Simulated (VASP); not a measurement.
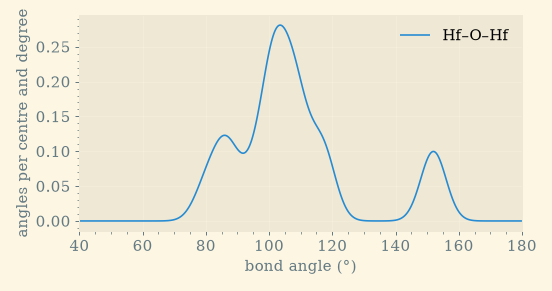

Bond-angle distributions computed from the structure of HfO2; each angle is a Gaussian of σ = 4.0°. Bonds counted: Hf–O up to 2.75 Å. It is based on a cell listed in the Materials Project, as set up for an electronic-structure calculation.

**Where do the angles cluster?**

Hf–O–Hf: 80–86° (1.5 per centre); 94–117° (5.5 per centre); 152° (1 per centre)

The structure has space group Pnma (No. 62); other forms of this composition would give other results.
